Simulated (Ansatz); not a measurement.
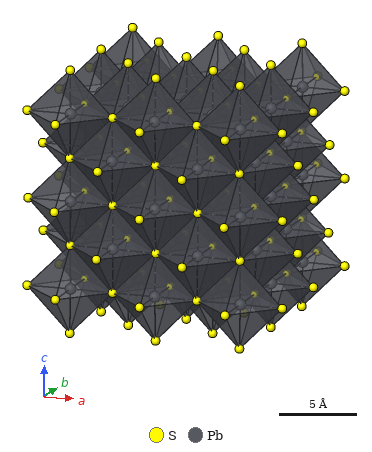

This is the input geometry for a relaxation of a defect cell of composition S$_{33}$Pb$_{31}$ (cell charge −1). The picture is a polyhedral view of the cell of the calculation, seen slightly off an axis.

The atoms of the start lie slightly off their symmetric places, so part of the fall in energy undoes that.

All numbers below come from DFT, PBEsol, PAW, plane waves (Ansatz 0.2.0).

Set-up: plane-wave cutoff 420 eV; k-point mesh 1 × 1 × 1; mesh shifted by (0.25, 0.25, 0.25); collinear spin; atoms relaxed in a fixed cell; force threshold 0.03 eV/Å; at most 80 steps.

```
CELL_PARAMETERS angstrom
11.80000 0.00000 0.00000
0.00000 11.80000 0.00000
0.00000 0.00000 11.80000
ATOMIC_POSITIONS crystal
S 0.25013 0.99960 0.99909
S 0.25019 0.00151 0.49875
S 0.24929 0.50080 0.99866
S 0.25243 0.50108 0.49966
S 0.74694 0.99998 0.99857
S 0.75296 0.99893 0.49937
S 0.75258 0.49851 0.99857
S 0.74964 0.50204 0.50213
S 0.99813 0.24991 0.00114
S 0.99943 0.24869 0.50218
S 0.00261 0.75386 0.99766
S 0.99899 0.74794 0.49893
S 0.50019 0.25009 0.00060
S 0.49998 0.24841 0.49928
S 0.49998 0.75124 0.99909
S 0.50010 0.74933 0.50116
S 0.99950 0.00262 0.24852
S 0.99873 0.99641 0.74760
S 0.99968 0.49822 0.24682
S 0.99869 0.50013 0.74847
S 0.50455 0.00077 0.24752
S 0.50414 0.99758 0.74936
S 0.50191 0.50029 0.24777
S 0.50081 0.50011 0.75141
S 0.50109 0.50265 0.49807
S 0.25039 0.24811 0.25209
S 0.25093 0.24964 0.75469
S 0.24753 0.74634 0.25053
S 0.25366 0.74936 0.75202
S 0.75095 0.24883 0.25280
S 0.74684 0.25140 0.75195
S 0.75155 0.74870 0.25022
S 0.75033 0.74874 0.74995
Pb 0.00250 0.99998 0.00061
Pb 0.00229 0.00195 0.49936
Pb 0.00069 0.49860 0.00091
Pb 0.99935 0.49960 0.49877
Pb 0.49906 0.99690 0.00094
Pb 0.49819 0.00114 0.49881
Pb 0.50173 0.50027 0.99903
Pb 0.25219 0.24993 0.00092
Pb 0.24949 0.25065 0.49938
Pb 0.25244 0.74715 0.99923
Pb 0.25021 0.74946 0.49991
Pb 0.74754 0.24971 0.00044
Pb 0.74925 0.25092 0.49739
Pb 0.75189 0.75274 0.00069
Pb 0.74414 0.74950 0.50194
Pb 0.25085 0.99943 0.24984
Pb 0.24556 0.00080 0.75057
Pb 0.25272 0.49923 0.25126
Pb 0.24979 0.49999 0.75029
Pb 0.75048 0.00161 0.25311
Pb 0.75079 0.99983 0.74983
Pb 0.75022 0.49972 0.24901
Pb 0.75080 0.50058 0.74926
Pb 0.00228 0.24988 0.25209
Pb 0.99805 0.25170 0.75120
Pb 0.99735 0.74828 0.25038
Pb 0.00109 0.75159 0.75035
Pb 0.49880 0.24966 0.24969
Pb 0.50203 0.24916 0.75139
Pb 0.49935 0.75294 0.25205
Pb 0.49805 0.75023 0.75165
```

What does the optimiser find from here?

Answer. After 3 geometry steps the energy has fallen by 0.216 eV per cell of the calculation. The largest force component goes from 0.32 to 0.03 eV/Å. The largest moves, 0.077 Å, are those of Pb61 and Pb64. Pb64 goes roughly along [0 −2 −3]. Largest moves by element: Pb 0.077 Å, S 0.056 Å. The cell stays as it was. Among the contacts that change: S22–Pb50 3.052 → 2.957 Å, S8–Pb55 2.987 → 2.914 Å, S14–Pb62 2.975 → 2.911 Å, S23–Pb63 2.982 → 2.920 Å. Bond angles that change, for instance: S4–Pb42–S14 89.8° → 93.0°, S21–Pb63–S28 92.7° → 89.7°, S4–Pb52–S24 89.7° → 92.2°. The program noted that the starting moments weren't kept.

After the run, drawn alike:

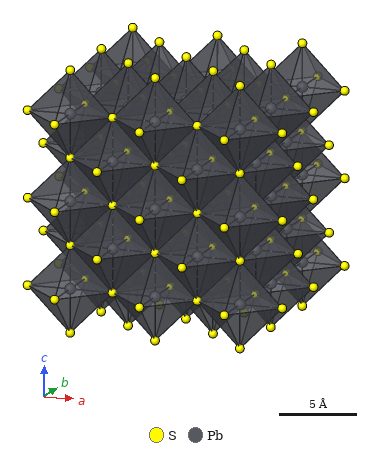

Limits of the set-up: the cell is charged, on a uniform background, and energies carry no finite-size correction.
